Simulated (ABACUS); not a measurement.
## Run report: GaN, band-structure run (part 2 of 2)

Continued. System: GaN (F-43m, 2 atoms in the cell). Method: Kohn-Sham DFT of a periodic cell, LDA, GBRV ultrasoft 1.5 LDA, no spin polarisation (ABACUS 3.10.1); cutoff 544.23 eV, 8×8×8 k-mesh, fermi-dirac of 0.05 eV. The structure derives from a Materials Project entry.

Geometry of the input (Å; fractional positions):
```
0.0000  2.2535  2.2535
2.2535  0.0000  2.2535
2.2535  2.2535  0.0000
Ga 0.0000  0.0000  0.0000
N  0.2500  0.2500  0.2500
```

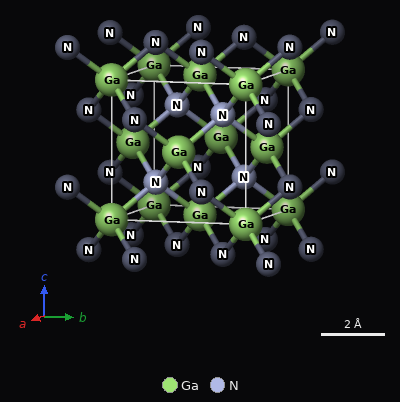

Figure 1. The structure as given in the input (ball-and-stick view of the cell 4 times as large as that of the calculation, set on its symmetry axes, seen slightly off an axis; neighbours outside the cell are drawn fainter).

### Log, continued
```
 -------------------------------------------
 SELF-CONSISTENT
 -------------------------------------------
                                 init_chg = atomic

 PW ALGORITHM --------------- ION=   1  ELEC=   1--------------------------------

 Density error is 5.75887467418
                          Error Threshold = 0.01
----------------------------------------------------------
     Energy           Rydberg                 eV
----------------------------------------------------------
 E_KohnSham     -431.8308076066      -5875.3595553919
 E_Harris       -487.5691230005      -6633.7182416697
 E_Fermi        0.9506799345         12.9346640832
----------------------------------------------------------

 PW ALGORITHM --------------- ION=   1  ELEC=   2--------------------------------

 Density error is 4.42878949043
                          Error Threshold = 0.01
----------------------------------------------------------
     Energy           Rydberg                 eV
----------------------------------------------------------
 E_KohnSham     -434.6270065725      -5913.4037940695
 E_Harris       -398.1076874384      -5416.5329667648
 E_Fermi        0.9566303034         13.0156230062
----------------------------------------------------------

 PW ALGORITHM --------------- ION=   1  ELEC=   3--------------------------------

 Density error is 0.226788087542
                          Error Threshold = 0.01
----------------------------------------------------------
     Energy           Rydberg                 eV
----------------------------------------------------------
 E_KohnSham     -435.2194722479      -5921.4647031241
 E_Harris       -425.1691230142      -5784.7226866556
 E_Fermi        0.7923430969         10.7803808882
----------------------------------------------------------

 PW ALGORITHM --------------- ION=   1  ELEC=   4--------------------------------

 Density error is 0.063463317997
                          Error Threshold = 0.000944950364759
----------------------------------------------------------
     Energy           Rydberg                 eV
----------------------------------------------------------
 E_KohnSham     -435.1969837828      -5921.1587318600
 E_Harris       -429.7617584995      -5847.2086980935
 E_Fermi        0.8322784391         11.3237290948
----------------------------------------------------------

 PW ALGORITHM --------------- ION=   1  ELEC=   5--------------------------------

 Density error is 0.000431832679277
                          Error Threshold = 0.000264430491654
----------------------------------------------------------
     Energy           Rydberg                 eV
----------------------------------------------------------
 E_KohnSham     -435.2123037155      -5921.3671702372
 E_Harris       -435.5885112985      -5926.4857369966
 E_Fermi        0.8349172920         11.3596325293
----------------------------------------------------------

 PW ALGORITHM --------------- ION=   1  ELEC=   6--------------------------------

 Density error is 0.000151611805763
                          Error Threshold = 1.79930283032e-06
----------------------------------------------------------
     Energy           Rydberg                 eV
----------------------------------------------------------
 E_KohnSham     -435.2125254390      -5921.3701869408
 E_Harris       -434.9417043073      -5917.6854764101
 E_Fermi        0.8354719902         11.3671795862
----------------------------------------------------------

 PW ALGORITHM --------------- ION=   1  ELEC=   7--------------------------------

 Density error is 2.5914912774e-07
                          Error Threshold = 6.31715857344e-07
----------------------------------------------------------
     Energy           Rydberg                 eV
----------------------------------------------------------
 E_KohnSham     -435.2125545012      -5921.3705823513
 E_Harris       -435.2031290071      -5921.2423419260
 E_Fermi        0.8351683940         11.3630489478
----------------------------------------------------------

 PW ALGORITHM --------------- ION=   1  ELEC=   8--------------------------------

 Density error is 9.52463730765e-08
                          Error Threshold = 1.07978803225e-09
----------------------------------------------------------
     Energy           Rydberg                 eV
----------------------------------------------------------
 E_KohnSham     -435.2125546476      -5921.3705843432
 E_Harris       -435.2193884824      -5921.4635634368
 E_Fermi        0.8352846584         11.3646308068
----------------------------------------------------------

 PW ALGORITHM --------------- ION=   1  ELEC=   9--------------------------------

 Density error is 3.46420290818e-09
                          Error Threshold = 3.96859887819e-10
----------------------------------------------------------
     Energy           Rydberg                 eV
----------------------------------------------------------
 E_KohnSham     -435.2125546738      -5921.3705847000
 E_KS(sigma->0) -435.2125546738      -5921.3705846998
 E_Harris       -435.2112307483      -5921.3525717701
 E_band         -35.4195709463       -481.9079855849
 E_one_elec     -337.2946391472      -4589.1289972555
 E_Hartree      180.9650081709       2462.1552497409
 E_xc           -53.2019258475       -723.8493360998
 E_Ewald        -225.6809978500      -3070.5475010853
 E_entropy(-TS) -0.0000000000        -0.0000000004
 E_descf        0.0000000000         0.0000000000
 E_exx          0.0000000000         0.0000000000
 E_Fermi        0.8352279200         11.3638588410
----------------------------------------------------------

 charge density convergence is achieved
 final etot is -5921.3705847 eV
 EFERMI = 11.363858841 eV
The vacuum level is 12.112102663 eV

 STATE ENERGY(eV) AND OCCUPATIONS    NSPIN == 1
 1/8 kpoint (Cartesian) = 0.0000 0.0000 0.0000 (645 pws)
       1       -81.8460     0.00390625
       2       -81.8460     0.00390625
       3       -81.8460     0.00390625
       4       -5.34130     0.00390625
       5       -3.03287     0.00390625
       6       -3.03287     0.00390625
       7       -3.03287     0.00390625
       8       -2.70937     0.00390625
       9       -2.70937     0.00390625
      10        10.4702     0.00390625
      11        10.4702     0.00390625
      12        10.4702     0.00390625
      13        12.2098    1.75391e-10
      14        20.5873    3.00469e-83
      15        20.5873    3.00469e-83
      16        20.5873    3.00469e-83
      17        27.7495        0.00000
      18        29.1027        0.00000
      19        29.1027        0.00000
      20        29.1027        0.00000
      21        30.1341        0.00000
      22        30.1341        0.00000

 2/8 kpoint (Cartesian) = 0.027735 0.027735 0.027735 (649 pws)
       1       -81.8466      0.0312500
       2       -81.8460      0.0312500
       3       -81.8460      0.0312500
       4       -5.16914      0.0312500
       5       -3.01217      0.0312500
       6       -3.01217      0.0312500
       7       -2.96686      0.0312500
       8       -2.71104      0.0312500
       9       -2.71104      0.0312500
      10        8.95003      0.0312500
      11        10.3055      0.0312500
      12        10.3055      0.0312500
      13        13.3323    2.49429e-19
      14        19.8738    3.78640e-76
      15        20.8267    2.00241e-84
      16        20.8267    2.00241e-84
      17        27.5147        0.00000
      18        27.5239        0.00000
      19        27.5239        0.00000
      20        29.7746        0.00000
      21        32.6490        0.00000
      22        32.6490        0.00000

 3/8 kpoint (Cartesian) = 0.055469 0.055469 0.055469 (646 pws)
       1       -81.8469      0.0312500
       2       -81.8461      0.0312500
       3       -81.8461      0.0312500
       4       -4.79387      0.0312500
       5       -2.97148      0.0312500
       6       -2.97148      0.0312500
       7       -2.70472      0.0312500
       8       -2.70472      0.0312500
       9       -2.64700      0.0312500
      10        6.60332      0.0312500
      11        9.94162      0.0312500
      12        9.94162      0.0312500
      13        14.4796    2.70256e-29
      14        19.0739    3.35797e-69
      15        21.0560    2.04070e-86
      16        21.0560    2.04070e-86
      17        26.2580        0.00000
      18        27.1400        0.00000
      19        27.1400        0.00000
      20        32.8401        0.00000
      21        35.8131        0.00000
      22        35.8131        0.00000

 4/8 kpoint (Cartesian) = 0.083204 0.083204 0.083204 (658 pws)
       1       -81.8479      0.0312500
       2       -81.8465      0.0312500
       3       -81.8465      0.0312500
       4       -4.52989      0.0312500
       5       -2.94859      0.0312500
       6       -2.94859      0.0312500
       7       -2.67905      0.0312500
       8       -2.67905      0.0312500
       9       -1.90600      0.0312500
      10        4.40558      0.0312500
      11        9.61493      0.0312500
      12        9.61493      0.0312500
      13        14.9352    2.97973e-33
      14        18.9800    2.19591e-68
      15        20.8386    1.57891e-84
      16        20.8386    1.57891e-84
      17        25.8092        0.00000
      18        28.5245        0.00000
      19        28.5245        0.00000
      20        33.9479        0.00000
      21        36.2044        0.00000
      22        36.2044        0.00000

 5/8 kpoint (Cartesian) = 0.11094 0.11094 0.11094 (652 pws)
       1       -81.8485      0.0156250
       2       -81.8461      0.0156250
       3       -81.8461      0.0156250
       4       -4.45966      0.0156250
       5       -2.94457      0.0156250
       6       -2.94457      0.0156250
       7       -2.66233      0.0156250
       8       -2.66233      0.0156250
       9       -1.34525      0.0156250
      10        3.34225      0.0156250
      11        9.48828      0.0156250
      12        9.48828      0.0156250
      13        14.9988    4.17765e-34
      14        19.0647    2.01970e-69
      15        20.6721    2.20327e-83
      16        20.6721    2.20327e-83
      17        25.8462        0.00000
      18        29.8818        0.00000
      19        29.8818        0.00000
      20        33.4539        0.00000
      21        34.6538        0.00000
      22        34.6538        0.00000

 6/8 kpoint (Cartesian) = 0.0000 0.0000 0.055469 (665 pws)
       1       -81.8467      0.0234375
       2       -81.8466      0.0234375
       3       -81.8466      0.0234375
       4       -5.11314      0.0234375
       5       -2.99290      0.0234375
       6       -2.99290      0.0234375
       7       -2.97185      0.0234375
       8       -2.72281      0.0234375
       9       -2.69806      0.0234375
      10        9.00298      0.0234375
      11        9.98558      0.0234375
      12        9.98558      0.0234375
      13        13.6960    1.29765e-22
      14        19.3697    6.79585e-72
      15        21.0872    8.19833e-87
      16        21.0872    8.19833e-87
      17        24.8657        0.00000
      18        29.8471        0.00000
      19        30.1803        0.00000
      20        30.1803        0.00000
      21        30.5077        0.00000
      22        32.0298        0.00000

[... levels at 2 further k points ...]

------------------------------------------------------------------------------------------
 TOTAL-FORCE (eV/Angstrom)
------------------------------------------------------------------------------------------
                       Ga1         0.0000000000         0.0000000000         0.0000000000
                        N1         0.0000000000         0.0000000000         0.0000000000
------------------------------------------------------------------------------------------

----------------------------------------------------------------
 TOTAL-STRESS (KBAR)
----------------------------------------------------------------
       -62.7285124744         0.0000000000         0.0000000000
        -0.0000000000       -62.7285124744         0.0000000000
         0.0000000000         0.0000000000       -62.7285124744
----------------------------------------------------------------
 TOTAL-PRESSURE: -62.728512 KBAR

 --------------------------------------------
 !FINAL_ETOT_IS -5921.3705847000464928 eV
 --------------------------------------------
```

### Standard output
```
ABACUS v3.10.1

               Atomic-orbital Based Ab-initio Computation at UStc

%%%%%%%%%%%%%%%%%%%%%%%%%%%%%%%%%%%%%%%%%%%%%%%%%%%%%%%%%%%%%%%%%%%%%%%%%%%%%%%%%%%%%%%%%%%%%%%%%%%%%%%%%
 Warning: the number of valence electrons in pseudopotential > 3 for Ga: [Ar] 3d10 4s2 4p1
 Pseudopotentials with additional electrons can yield (more) accurate outcomes, but may be less efficient.
 If you're confident that your chosen pseudopotential is appropriate, you can safely ignore this warning.
%%%%%%%%%%%%%%%%%%%%%%%%%%%%%%%%%%%%%%%%%%%%%%%%%%%%%%%%%%%%%%%%%%%%%%%%%%%%%%%%%%%%%%%%%%%%%%%%%%%%%%%%%

 UNIFORM GRID DIM        : 25 * 25 * 25
 UNIFORM GRID DIM(BIG)   : 36 * 36 * 36
 UNIFORM GRID DIM(DENSE) : 36 * 36 * 36
 ---------------------------------------------------------
 Self-consistent calculations for electrons
 ---------------------------------------------------------
 SPIN    KPOINTS         PROCESSORS  THREADS
 1       29              4           4
 ---------------------------------------------------------
 Use plane wave basis
 ---------------------------------------------------------
 ELEMENT NATOM       XC
 Ga      1
 N       1
 ---------------------------------------------------------
 Initial plane wave basis and FFT box
 ---------------------------------------------------------
 -------------------------------------------
 SELF-CONSISTENT :
 -------------------------------------------
 START CHARGE      : atomic
 ITER       ETOT/eV          EDIFF/eV         DRHO     TIME/s
 DA1     -5.87535956e+03   0.00000000e+00   5.7589e+00   0.18
 DA2     -5.91340379e+03  -3.80442387e+01   4.4288e+00   0.16
 DA3     -5.92146470e+03  -8.06090905e+00   2.2679e-01   0.15
 DA4     -5.92115873e+03   3.05971264e-01   6.3463e-02   0.13
 DA5     -5.92136717e+03  -2.08438377e-01   4.3183e-04   0.15
 DA6     -5.92137019e+03  -3.01670360e-03   1.5161e-04   0.17
 DA7     -5.92137058e+03  -3.95410498e-04   2.5915e-07   0.14
 DA8     -5.92137058e+03  -1.99189581e-06   9.5246e-08   0.17
 DA9     -5.92137058e+03  -3.56809369e-07   3.4642e-09   0.15
----------------------------------------------------------------
 TOTAL-STRESS (KBAR)
----------------------------------------------------------------
       -62.7285124744         0.0000000000         0.0000000000
        -0.0000000000       -62.7285124744         0.0000000000
         0.0000000000         0.0000000000       -62.7285124744
----------------------------------------------------------------
 TOTAL-PRESSURE: -62.728512 KBAR
```

### Results in brief

| quantity | value |
| --- | --- |
| outcome | converged |
| space group (tolerance 0.01 Å) | F-43m (216) |
| electrons treated | 24 |
| free energy | −5921.3706 eV |
| Fermi energy of the self-consistent step | 11.364 eV |
| gap on the k-point mesh | 1.74 eV |
| pressure | −6.27 GPa |
| largest force (length of the vector) | under 0.001 eV/Å |
| wall time | 3.8 s (CPU time 14 s) |
| peak memory | 0.48 GiB |

### Notes

The cell is under a tension of 6.3 GPa at this level, so it is not at its equilibrium volume.
